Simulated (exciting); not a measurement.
## Energy of Mg along an even scaling of the cell

System: Mg (2 atoms in the cell).
Method: Kohn-Sham DFT of a periodic cell, PBE, all-electron LAPW+lo, shipped species files, no spin polarisation (exciting sodium).

The 7 runs differ only in the geometry, by an even scaling of the cell at fixed fractional positions. The structure derives from an entry of the Crystallography Open Database.

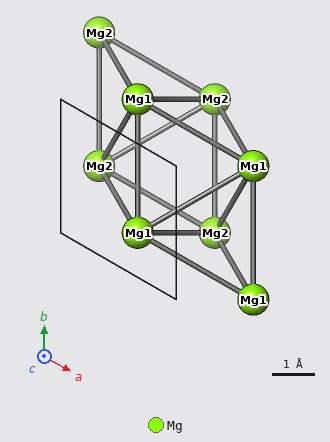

Figure 1. The structure of run 4 (ball-and-stick view of the cell of the calculation, repeated 2 × 2 × 1, along the c axis; atoms are numbered from 1 in the order of the input).

## Input of run 4
```
<input>
  <title>Mg</title>
  <structure speciespath="./" tshift="false">
    <crystal scale="1">
      <basevect>6.064698051761 0.000000000000 0.000000000000</basevect>
      <basevect>-3.032349025881 5.252182579173 0.000000000000</basevect>
      <basevect>0.000000000000 0.000000000000 9.846040027138</basevect>
    </crystal>
    <species speciesfile="Mg.xml" rmt="2">
      <atom coord="0.666666666700 0.333333333300 0.750000000000"/>
      <atom coord="0.333333333300 0.666666666700 0.250000000000"/>
    </species>
  </structure>
  <groundstate do="fromscratch" ngridk="10 10 5" rgkmax="7.5" gmaxvr="14" lmaxapw="10" lmaxmat="10" lmaxvr="8" xctype="GGA_PBE" stype="Fermi Dirac" swidth="0.00183747" nempty="10" ValenceRelativity="iora*" epsengy="1e-05" epspot="1e-05" maxscl="60" tforce="true" outputlevel="normal"/>
</input>
```

Command:
```bash
OMP_NUM_THREADS=1 exciting_smp
```

Run 5 has the same physical settings and fractional positions; its lattice vectors (Å) are:
```
   3.230554    0.000000    0.000000
  -1.615277    2.797742    0.000000
   0.000000    0.000000    5.244806
```

## Results, with one run withheld

| run | volume per atom (Å³) | free energy per atom, from the lowest run given (meV) |
| --- | --- | --- |
| 1 | 21.843 | 6.73 |
| 2 | 22.308 | 2.14 |
| 3 | 22.772 | 0.00 |
| 4 | 23.237 | 0.10 |
| 5 | 23.702 | ? |
| 6 | 24.167 | 5.98 |
| 7 | 24.631 | 11.34 |

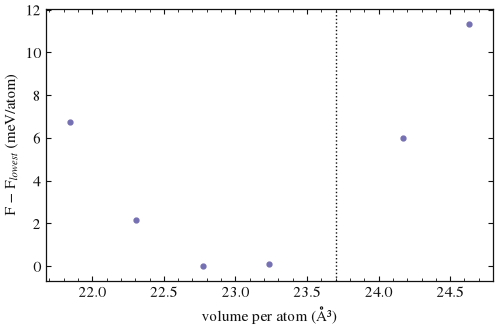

Figure 2. Free energy per atom of the runs given; the dotted line marks run 5.

Fit the runs given and predict run 5.

A cubic polynomial in V^(−2/3) (the Birch–Murnaghan form), fitted to the 6 runs given, misses them by at most 0.01 meV per atom. With x = V^(−2/3) − 0.12320 Å⁻², it reads F = −0.11067 − 382.7 x + 3.7504e+05 x² + 1.1071e+06 x³ (meV per atom). At run 5 it gives 2.16 meV per atom, and the run itself gives 2.21. The fit has its minimum at 22.983 Å³ per atom, where V d²F/dV² gives 35.7 GPa. Cell shape and fractional positions are held, so this is the stiffness under even scaling; the relaxed bulk modulus wasn't computed.

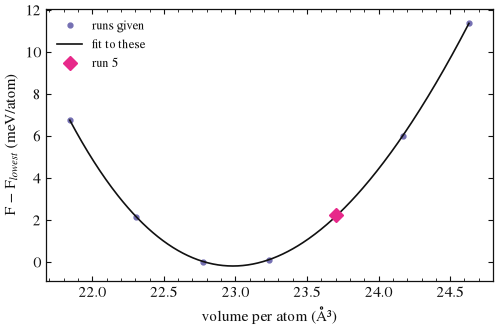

Figure 3. The fit and the withheld run.

## Some lines of the output (run 5)
```
[...]
 Total energy                               :      -400.66756437
 Fermi energy                               :         0.12372027
 DOS at Fermi energy (states/Ha/cell)       :        43.12698171
 Absolute change in total energy   (target) :  0.351636E-04  ( 0.100000E-04)
 Total energy                               :      -400.66755164
 DOS at Fermi energy (states/Ha/cell)       :        43.12692534
 Absolute change in total energy   (target) :  0.127290E-04  ( 0.100000E-04)
 Total energy                               :      -400.66755098
 DOS at Fermi energy (states/Ha/cell)       :        43.12692282
 Absolute change in total energy   (target) :  0.661850E-06  ( 0.100000E-04)
 Total energy                               :      -400.66755097
 DOS at Fermi energy (states/Ha/cell)       :        43.12692248
 Absolute change in total energy   (target) :  0.804772E-08  ( 0.100000E-04)
 DOS at Fermi energy (states/Ha/cell)       :        43.12692250
```
